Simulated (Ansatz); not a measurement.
# Hf(100) (P6_3/mmc bulk, 8 atomic planes (those closer than 0.6 Å count as one), 9 Å): simulated STM

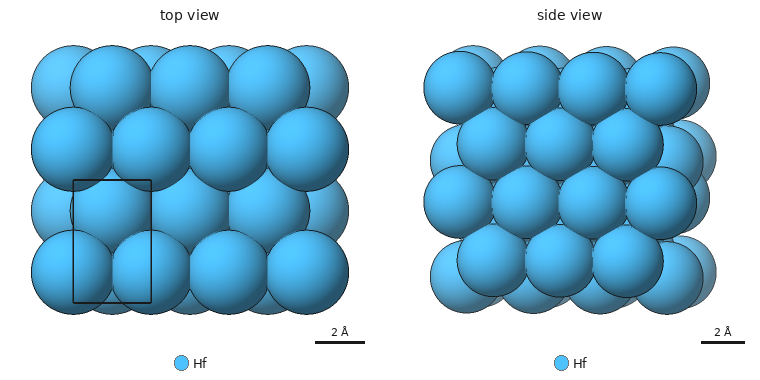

The relaxed structure from above and from the side.

Method: DFT PBE, scalar-relativistic, plane waves, PAW (Ansatz). Cutoff 420 eV, 18 × 12 k-points, Gaussian smearing 0.1 eV, dipole correction. The slab is a cut without reconstruction beyond its cell, at the source's lattice constants, with its lower half held fixed and the rest relaxed. Of the two ways to cut these planes this one leaves the narrow spacing on top (0.92 Å as cut, then 1.85 Å). No spin polarisation. Spin–orbit coupling is left out; with Hf it can shift levels and gaps. The run warns that the functional's potential is rough in the thin density of the vacuum, where the tip is; weak contrasts and barriers may feel it.

The STM signal is simulated in the Tersoff–Hamann approximation. Bias windows are sharp sums over the levels of the k mesh.

```
CELL_PARAMETERS angstrom
3.19670 0.00000 0.00000
0.00000 5.05780 0.00000
0.00000 0.00000 26.22807
ATOMIC_POSITIONS crystal
Hf 0.00000 0.75000 0.32408
Hf 0.50000 0.25000 0.35926
Hf 0.50000 0.75000 0.42963
Hf 0.00000 0.25000 0.46482
Hf 0.00000 0.75000 0.53445
Hf 0.50000 0.25000 0.57075
Hf 0.50000 0.75000 0.63858
Hf 0.00000 0.25000 0.67222
```

The last single point, restarted from the relaxation's density, took 41 min on 1 thread of Arm Neoverse N1, with other jobs on the host, peak memory 1.9 GiB.

Part 1: One image

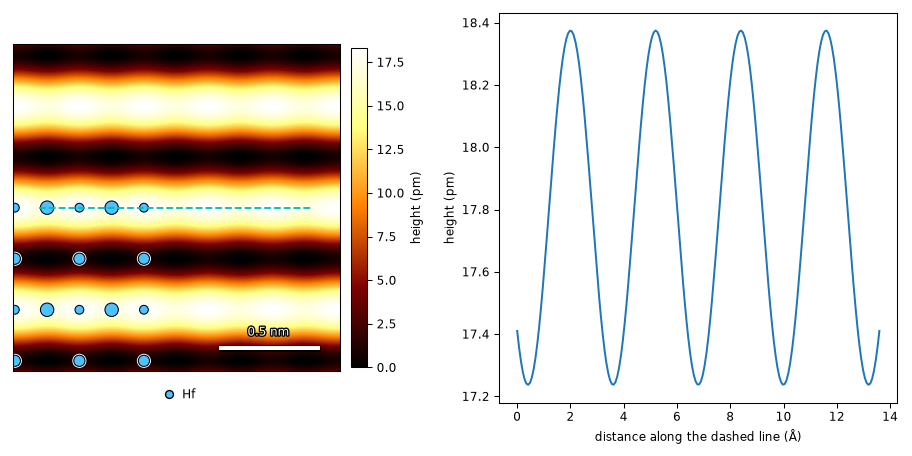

Constant-current image at a set point of 1.1 × 10⁻⁵ e/Å³ of this surface, sample bias −0.50 V. The atoms seen from above are drawn over one corner (deeper ones smaller). The right panel is the profile along the dashed line.

**Assign the bright and dark features to the surface structure.**

The brightest spots lie over the sites above the Hf atoms 2.7 Å below the top plane; the darkest points are over bridge points of the top Hf atoms (with a hidden Hf atom 3.6 Å below the top plane) and the Hf atoms 0.9 Å below the top plane. The corrugation is 18 pm at a mean tip height of 5.0 Å.

Part 2: Approach curves

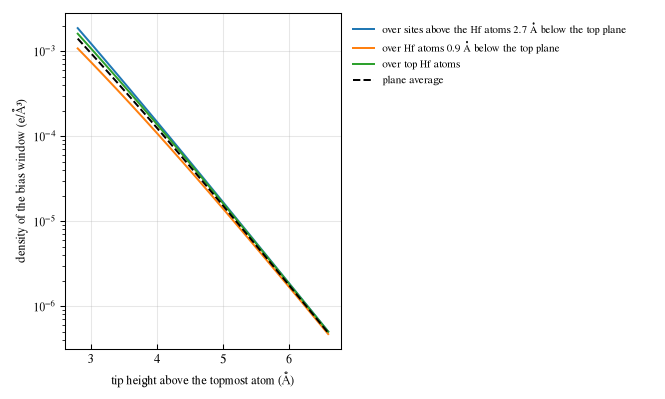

Approach curves over this surface at a sample bias of −1.00 V.

**How fast does the current decay, and what apparent barrier height does that imply?**

Near 4 Å the plane average falls as exp(−2.06 z/Å), a factor of 7.9 per ångström, which gives an apparent barrier of 4.1 eV (0.952 eV Å² times the slope squared). The vacuum level lies 3.86 eV above zero bias. The curve is still bending at 4 Å, since the potential hasn't yet risen to the vacuum level: further out the slope reaches 2.17 per Å, an apparent barrier of 4.5 eV. That far value is above 3.86 eV. At 4 Å the 0.25 eV of states nearest the highest filled state carry 41 % of the density.

Part 3: Bias series

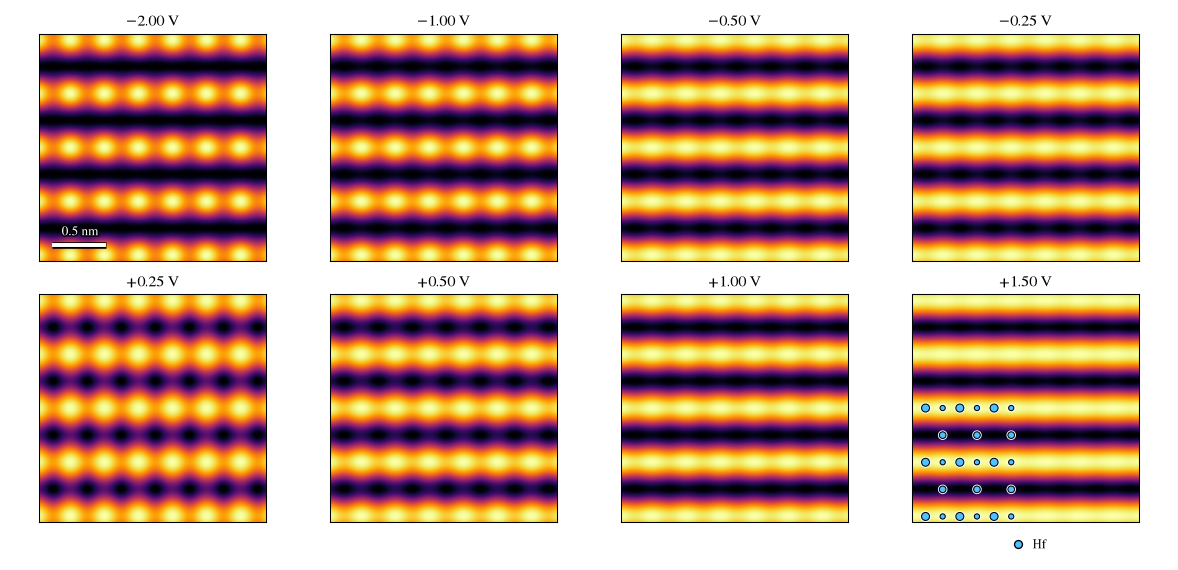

Constant-current images of this surface at 8 sample biases, each on its own colour scale; the last has the atoms seen from above drawn over one corner (deeper ones smaller).

**How do the images change with bias?**

```tsv
bias	set point (e/Å³)	corrugation	brightest over
−2.00 V	1.4 × 10⁻⁴	12 pm	sites above the Hf atoms 2.7 Å below the top plane
−1.00 V	1.3 × 10⁻⁴	16 pm	sites above the Hf atoms 2.7 Å below the top plane
−0.50 V	8.6 × 10⁻⁵	32 pm	sites above the Hf atoms 2.7 Å below the top plane
−0.25 V	5.1 × 10⁻⁵	37 pm	sites above the Hf atoms 2.7 Å below the top plane
+0.25 V	7.2 × 10⁻⁵	51 pm	sites above the Hf atoms 2.7 Å below the top plane
+0.50 V	1.6 × 10⁻⁴	42 pm	sites above the Hf atoms 2.7 Å below the top plane
+1.00 V	2.7 × 10⁻⁴	41 pm	sites above the Hf atoms 2.7 Å below the top plane
+1.50 V	4.2 × 10⁻⁴	53 pm	sites above the Hf atoms 2.7 Å below the top plane and top Hf atoms
```

The slab has states at the Fermi level, so this model gives a current down to small biases. Its work function (top face) is 3.86 eV.

The weakest contrasts here depend on the k mesh and on the tip.
